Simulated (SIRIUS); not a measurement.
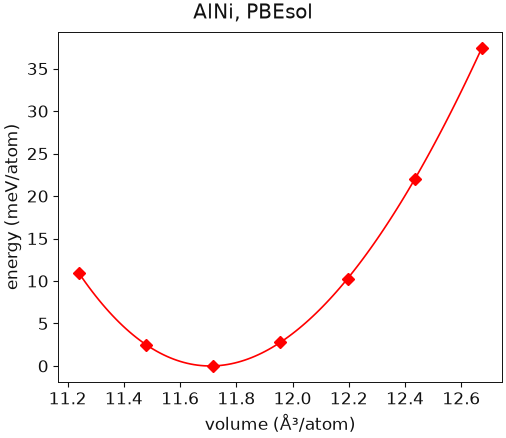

The plot gives the computed energy against volume for AlNi, space group Pm-3m (No. 221).

Starting cell:
```yaml
crystal:
  lattice:
    - [2.88100, 0.00000, 0.00000]
    - [0.00000, 2.88100, 0.00000]
    - [0.00000, 0.00000, 2.88100]
  atoms:
    - { symbol: Ni, position: [0.50000, 0.50000, 0.50000] }
    - { symbol: Al, position: [0.00000, 0.00000, 0.00000] }
```

Calculation (SIRIUS 7.12.0): all-electron LAPW DFT, collinear spins; energies at scaled volumes of the given cell, shape and fractions fixed, counted from the fit's minimum, third-order Birch-Murnaghan fit. Level: PBEsol, collinear spin.

k mesh 9×9×9; occupations Fermi–Dirac; smearing width 0.05 eV; potentials all electron FP LAPW; program settings basis apw+lo standard, gk cutoff 3.79 1/bohr, pw cutoff 20 1/bohr.

Question: How stiff is the solid, and where is its volume at rest?

Answer: A third-order Birch–Murnaghan fit gives V0 = 11.71 Å³/atom, B0 = 174 GPa and B′ = 4.6.

The computed values:

```csv
volume (Å³/atom),energy (meV/atom)
11.24,10.99
11.48,2.52
11.72,0.02
11.96,2.79
12.20,10.22
12.43,22.04
12.67,37.46
```
